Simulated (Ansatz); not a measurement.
# Pt: geometry relaxation (part 3 of 3)

Continued. System: Pt (slab, 16 atoms in the cell). Method: DFT PBE+D3(BJ), scalar-relativistic, plane waves, PAW, no spin polarisation (Ansatz 0.2.0); cutoff 420 eV, 5×5×1 k-mesh, Gaussian smearing of 0.1 eV. The structure derives from an entry of the Crystallography Open Database. The input holds or restrains some coordinates. Forces given for the steps count only the free coordinates. It belongs to a series of runs on one base structure; here: clean slab, lower half held.

Geometry of the input (Å; fractional positions):
```
5.5557  0.0000  0.0000
0.0000  5.5557  0.0000
0.0000  0.0000  22.8927
Pt 0.2500  0.2500  0.3713
Pt 0.2500  0.7500  0.3713
Pt 0.7500  0.2500  0.3713
Pt 0.7500  0.7500  0.3713
Pt 0.5000  0.5000  0.4571
Pt 0.5000  0.0000  0.4571
Pt 0.0000  0.5000  0.4571
Pt 0.0000  0.0000  0.4571
Pt 0.7500  0.7500  0.5429
Pt 0.7500  0.2500  0.5429
Pt 0.2500  0.7500  0.5429
Pt 0.2500  0.2500  0.5429
Pt 0.0000  0.0000  0.6287
Pt 0.0000  0.5000  0.6287
Pt 0.5000  0.0000  0.6287
Pt 0.5000  0.5000  0.6287
```

Output, continued
```
  k-point 2: bands = ["-94.3109", "-94.3063", "-94.2973", "-94.2940", "-94.2763", "-94.2740", "-94.2679", "-94.2646", "-93.5962", "-93.5928", "-93.5854", "-93.5821", "-93.5487", "-93.5454", "-93.5380", "-93.5346", "-48.6890", "-48.6768", "-48.6760", "-48.6754", "-48.6715", "-48.6616", "-48.6324", "-48.5609", "-48.5558", "-48.5247", "-48.5204", "-48.4968", "-48.4903", "-48.4894", "-48.4727", "-48.4508", "-48.4505", "-48.4386", "-48.4273", "-48.4269", "-48.4215", "-48.4052", "-48.3450", "-48.3431",
      "-47.9950", "-47.9908", "-47.9489", "-47.9442", "-47.9240", "-47.9083", "-47.8770", "-47.8603", "-47.8530", "-47.8369", "-47.8054", "-47.7884", "-47.7660", "-47.7611", "-47.7176", "-47.7125", "-47.6791", "-47.6736", "-47.6643", "-47.6608", "-47.6322", "-47.6267", "-47.6165", "-47.6124", "-4.3044", "-3.4187", "-2.8002", "-2.5574", "-1.9181", "-1.9102", "-1.8141", "-1.8051", "-1.7861", "-1.6453", "-1.6087", "-1.5755", "-1.5366", "-1.4137", "-1.2746", "-1.2348",
      "-1.2116", "-0.5766", "-0.5128", "-0.4951", "-0.3894", "-0.3399", "-0.3260", "-0.2704", "-0.2128", "0.1626", "0.2897", "0.3247", "0.3419", "0.3662", "0.6920", "0.7057", "0.7475", "0.7714", "0.8108", "0.8551", "0.9884", "1.0001", "1.0329", "1.1407", "1.1858", "1.1971", "1.2130", "1.5358", "1.5964", "1.6188", "1.7546", "1.7578", "1.9104", "2.0434", "2.0560", "2.0945", "2.2515", "2.3506", "2.4156", "2.4157",
      "2.4208", "2.6235", "2.6769", "2.6963", "2.7923", "2.8327", "2.8361", "2.8534", "3.0735", "3.0778", "3.2002", "3.2191", "3.3609", "3.5983", "3.6510", "3.6688", "3.6918", "3.7251", "3.9355", "3.9454", "3.9916", "4.2551", "4.2842", "4.3034", "4.3035", "4.3386", "4.4105", "4.4159", "4.5158", "4.7264", "6.4113", "6.6447", "6.6586", "7.0758", "7.0837", "7.4900", "7.5023", "7.5390", "8.6395", "8.6509",
      "8.6744", "9.2770", "9.2866", "10.0653", "10.0873", "10.2719", "10.2794", "10.5420", "10.6069", "11.5288", "11.5648", "11.6911", "11.8856"]
  k-point 5: bands = ["-94.3062", "-94.3021", "-94.3021", "-94.2983", "-94.2733", "-94.2707", "-94.2707", "-94.2678", "-93.5924", "-93.5891", "-93.5891", "-93.5858", "-93.5450", "-93.5417", "-93.5417", "-93.5383", "-48.6558", "-48.6487", "-48.6487", "-48.6373", "-48.6109", "-48.6109", "-48.5996", "-48.5831", "-48.5539", "-48.5239", "-48.5239", "-48.5234", "-48.5133", "-48.4959", "-48.4959", "-48.4762", "-48.4470", "-48.4361", "-48.4303", "-48.4303", "-48.4179", "-48.4179", "-48.4135", "-48.4113",
      "-47.9181", "-47.9181", "-47.9136", "-47.9131", "-47.8709", "-47.8709", "-47.8661", "-47.8655", "-47.8478", "-47.8466", "-47.8423", "-47.8423", "-47.7999", "-47.7988", "-47.7941", "-47.7941", "-47.6734", "-47.6689", "-47.6689", "-47.6650", "-47.6263", "-47.6215", "-47.6215", "-47.6171", "-3.4010", "-2.6044", "-2.6044", "-2.0910", "-1.9421", "-1.6672", "-1.6672", "-1.2519", "-1.1749", "-1.1251", "-1.1181", "-0.9676", "-0.9676", "-0.9404", "-0.8982", "-0.8982",
      "-0.8739", "-0.6242", "-0.6242", "-0.5896", "-0.4864", "-0.3778", "-0.2372", "-0.2372", "-0.1887", "-0.0522", "-0.0522", "0.0304", "0.1758", "0.2447", "0.3026", "0.3026", "0.4448", "0.6706", "0.6706", "0.7640", "0.8467", "0.8509", "0.8509", "1.2305", "1.2904", "1.3640", "1.5915", "1.6027", "1.6027", "1.6670", "1.6670", "1.8101", "1.8101", "1.8524", "1.8524", "1.9821", "2.0508", "2.1343", "2.1576", "2.2410",
      "2.2410", "2.2745", "2.3333", "2.4160", "2.5890", "2.6080", "2.6080", "2.7413", "2.8312", "2.8312", "2.8653", "2.8810", "2.8810", "2.8859", "2.9395", "2.9842", "3.2640", "3.3153", "3.4608", "3.4827", "3.4827", "3.5046", "3.5046", "3.6967", "3.9703", "4.3220", "4.3220", "4.3718", "4.3996", "4.4673", "4.4673", "5.2083", "5.3833", "6.1854", "6.1854", "7.0680", "7.6393", "8.5361", "8.5361", "9.2559",
      "9.8592", "10.9851", "10.9851", "11.2193", "11.3367", "11.3367", "11.4656", "11.8831", "12.0954", "12.3652", "12.3652", "12.4723", "12.4723"]
--- Relaxed structure (3 steps of the walk, 2 accepted, 0 SCFs on fresh bases) ---
  F+E_penalty+E_count = -200370.00748330 eV   max|allowed force component| = 1.214e-2 eV/Å
  atoms:
    - { symbol: Pt, position: [0.25000000000000006, 0.25000000000000006, 0.37129669769999996] }
    - { symbol: Pt, position: [0.25000000000000006, 0.7500000000000001, 0.37129669769999996] }
    - { symbol: Pt, position: [0.7500000000000001, 0.25000000000000006, 0.37129669769999996] }
    - { symbol: Pt, position: [0.7500000000000001, 0.7500000000000001, 0.37129669769999996] }
    - { symbol: Pt, position: [0.5000000000000001, 0.5000000000000001, 0.45709889919999996] }
    - { symbol: Pt, position: [0.5000000000000001, 0.0, 0.45709889919999996] }
    - { symbol: Pt, position: [0.0, 0.5000000000000001, 0.45709889919999996] }
    - { symbol: Pt, position: [0.0, 0.0, 0.45709889919999996] }
    - { symbol: Pt, position: [0.7500000000000001, 0.7500000000000001, 0.5425091308161439] }
    - { symbol: Pt, position: [0.7500000000000001, 0.25000000000000006, 0.5425091308161439] }
    - { symbol: Pt, position: [0.25000000000000006, 0.7500000000000001, 0.5425091308161439] }
    - { symbol: Pt, position: [0.25000000000000006, 0.25000000000000006, 0.5425091308161439] }
    - { symbol: Pt, position: [2.946579394537993e-34, -4.333204991967637e-35, 0.6269500555134588] }
    - { symbol: Pt, position: [3.423231943654433e-34, 0.5000000000000001, 0.6269500555134588] }
    - { symbol: Pt, position: [0.5000000000000001, 3.899884492770873e-35, 0.6269500555134588] }
    - { symbol: Pt, position: [0.5000000000000001, 0.5000000000000001, 0.6269500555134588] }
```

Trajectory as extended XYZ (Å, eV, eV/Å), 3 frames, from step=1 to step=3
```
16
Lattice="5.5557 0.0000 0.0000 0.0000 5.5557 0.0000 0.0000 0.0000 22.8927" Properties=species:S:1:pos:R:3:forces:R:3 step=1 energy=-200369.99400
Pt    1.3889    1.3889    8.5000    0.0000   0.0000   0.2050
Pt    1.3889    4.1668    8.5000    0.0000   0.0000   0.2050
Pt    4.1668    1.3889    8.5000    0.0000   0.0000   0.2050
Pt    4.1668    4.1668    8.5000    0.0000   0.0000   0.2050
Pt    2.7779    2.7779   10.4642    0.0000   0.0000  -0.1361
Pt    2.7779    0.0000   10.4642    0.0000   0.0000  -0.1361
Pt    0.0000    2.7779   10.4642    0.0000   0.0000  -0.1361
Pt    0.0000    0.0000   10.4642    0.0000   0.0000  -0.1361
Pt    4.1668    4.1668   12.4285    0.0000   0.0000   0.1361
Pt    4.1668    1.3889   12.4285    0.0000   0.0000   0.1361
Pt    1.3889    4.1668   12.4285    0.0000   0.0000   0.1361
Pt    1.3889    1.3889   12.4285    0.0000   0.0000   0.1361
Pt    0.0000    0.0000   14.3927    0.0000   0.0000  -0.2050
Pt    0.0000    2.7779   14.3927    0.0000   0.0000  -0.2050
Pt    2.7779    0.0000   14.3927    0.0000   0.0000  -0.2050
Pt    2.7779    2.7779   14.3927    0.0000   0.0000  -0.2050
16
Lattice="5.5557 0.0000 0.0000 0.0000 5.5557 0.0000 0.0000 0.0000 22.8927" Properties=species:S:1:pos:R:3:forces:R:3 step=2 energy=-200369.98969 accepted=F
Pt    1.3889    1.3889    8.5000    0.0000   0.0000   0.1868
Pt    1.3889    4.1668    8.5000    0.0000   0.0000   0.1868
Pt    4.1668    1.3889    8.5000    0.0000   0.0000   0.1868
Pt    4.1668    4.1668    8.5000    0.0000   0.0000   0.1868
Pt    2.7779    2.7779   10.4642    0.0000   0.0000  -0.2647
Pt    2.7779    0.0000   10.4642    0.0000   0.0000  -0.2647
Pt    0.0000    2.7779   10.4642    0.0000   0.0000  -0.2647
Pt    0.0000    0.0000   10.4642    0.0000   0.0000  -0.2647
Pt    4.1668    4.1668   12.4098    0.0000   0.0000  -0.1741
Pt    4.1668    1.3889   12.4098    0.0000   0.0000  -0.1741
Pt    1.3889    4.1668   12.4098    0.0000   0.0000  -0.1741
Pt    1.3889    1.3889   12.4098    0.0000   0.0000  -0.1741
Pt    0.0000    0.0000   14.3116    0.0000   0.0000   0.2519
Pt    0.0000    2.7779   14.3116    0.0000   0.0000   0.2519
Pt    2.7779    0.0000   14.3116    0.0000   0.0000   0.2519
Pt    2.7779    2.7779   14.3116    0.0000   0.0000   0.2519
16
Lattice="5.5557 0.0000 0.0000 0.0000 5.5557 0.0000 0.0000 0.0000 22.8927" Properties=species:S:1:pos:R:3:forces:R:3 step=3 energy=-200370.00748
Pt    1.3889    1.3889    8.5000    0.0000   0.0000   0.1967
Pt    1.3889    4.1668    8.5000    0.0000   0.0000   0.1967
Pt    4.1668    1.3889    8.5000    0.0000   0.0000   0.1967
Pt    4.1668    4.1668    8.5000    0.0000   0.0000   0.1967
Pt    2.7779    2.7779   10.4642    0.0000   0.0000  -0.1971
Pt    2.7779    0.0000   10.4642    0.0000   0.0000  -0.1971
Pt    0.0000    2.7779   10.4642    0.0000   0.0000  -0.1971
Pt    0.0000    0.0000   10.4642    0.0000   0.0000  -0.1971
Pt    4.1668    4.1668   12.4195    0.0000   0.0000  -0.0118
Pt    4.1668    1.3889   12.4195    0.0000   0.0000  -0.0118
Pt    1.3889    4.1668   12.4195    0.0000   0.0000  -0.0118
Pt    1.3889    1.3889   12.4195    0.0000   0.0000  -0.0118
Pt    0.0000    0.0000   14.3526    0.0000   0.0000   0.0121
Pt    0.0000    2.7779   14.3526    0.0000   0.0000   0.0121
Pt    2.7779    0.0000   14.3526    0.0000   0.0000   0.0121
Pt    2.7779    2.7779   14.3526    0.0000   0.0000   0.0121
```

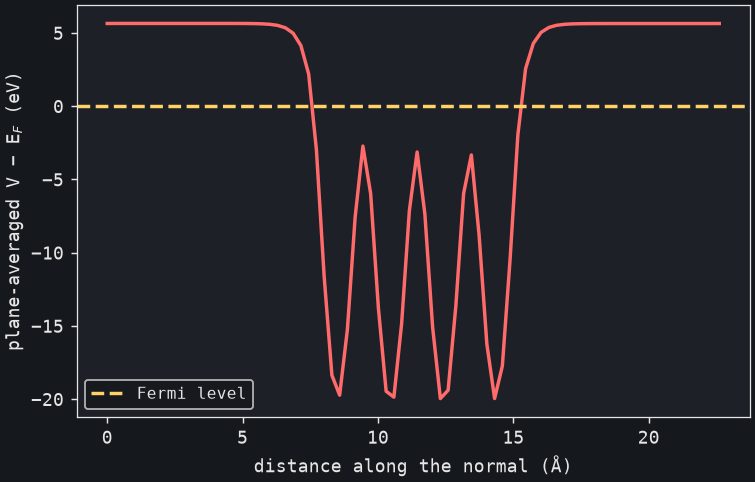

**Figure 1.** Plane average of the electrostatic potential energy of an electron across the cell, from the Fermi level. The vacuum level lies 5.64 eV above the Fermi level.

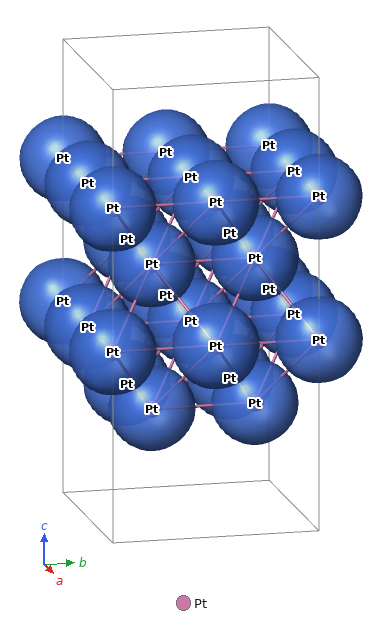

**Figure 2.** Isosurface of the valence charge density (pseudo) at 0.5 e/Å³ (blue), seen slightly off an axis. Sticks mark near contacts. At this value the density breaks into separate islands; it holds about 85 % of the electrons treated as valence (semicore included). It is pinched off along the Pt–Pt (2.76 Å) contacts. On the grid the lowest density along these lines, outside the cores, is 0.39 e/Å³ (Pt–Pt, 2.76 Å). In a PAW calculation such maps are meaningful between the atoms, not at the nuclei.

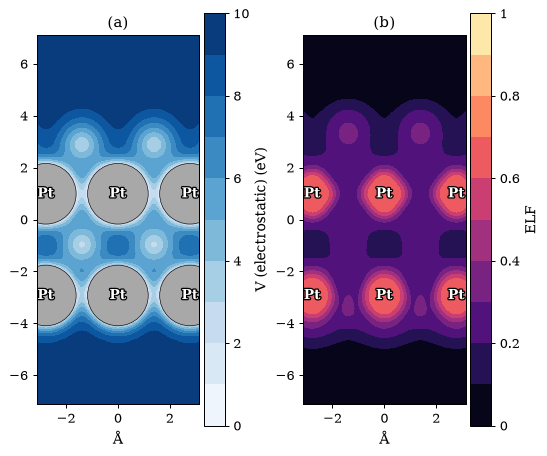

**Figure 3.** (a) electrostatic potential (local pseudopotential plus Hartree) felt by an electron; (b) electron localisation function on the (100) plane of the calculation cell, a cut from vacuum to vacuum. Grey discs, where drawn, cover atomic cores. The section cuts through Pt sites. Pt–Pt (2.78 Å): the ELF is about 0.30 at the midpoint; no shared electron pair. The strong features right at Pt lie inside the PAW spheres (semicore, d or f shells) and say nothing about bonding.

Key numbers

- outcome: converged under the restraints of the input
- electrons treated: 288
- free energy: −200370.0075 eV
- work function, top face: 5.64 eV
- work function, bottom face: 5.65 eV
- Fermi energy: 4.243 eV
- gap on the k-point mesh: none (metallic)
- final volume: 706.61 Å³
- work function (upper face): 5.64 eV
- largest force (length of the vector) at the end, held atoms and coordinates included: 0.197 eV/Å
- hardware: 4 threads of Intel Xeon (Sapphire Rapids), 192 GiB of memory available, shared host
- wall time: 62 s (CPU time 4 min)
- peak memory: 2.5 GiB

Notes

Warnings of the run: the exchange-correlation potential is rough where the density is thin. Spin–orbit coupling is left out, which matters for Pt.
